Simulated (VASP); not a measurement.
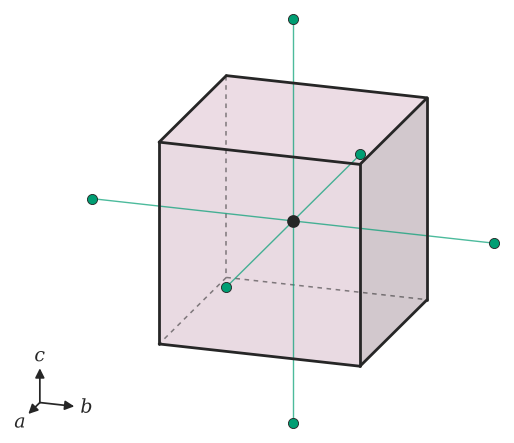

The Wigner–Seitz cell of the crystal's lattice, with lines to the lattice points that define its faces. Crystal: BaTiO3, coordinates from a relaxation with VASP Kohn-Sham DFT of a periodic cell, revTPSS, VASP PAW PBE potentials, recommended (VASP 6.6.1). All values are computed from the atomic coordinates in the standard setting (tolerance 0.002 Å).

a = 4.009 Å, b = 4.009 Å, c = 4.050 Å, α = 90.00°, β = 90.00°, γ = 90.00°; space group No. 99, P4mm.

Q: What is the cell's combinatorial type?

A: A parallelepiped: 6 faces (6 with 4 edges), 12 edges, 8 vertices. Its volume is that of the primitive cell, 65.1 Å³.

Q: Which lattice vectors do the faces bisect?

A:
| example | length (Å) | faces | edges of each | area (Å²) |
| --- | --- | --- | --- | --- |
| a | 4.01 | 4 | 4 | 16.2 |
| c | 4.05 | 2 | 4 | 16.1 |
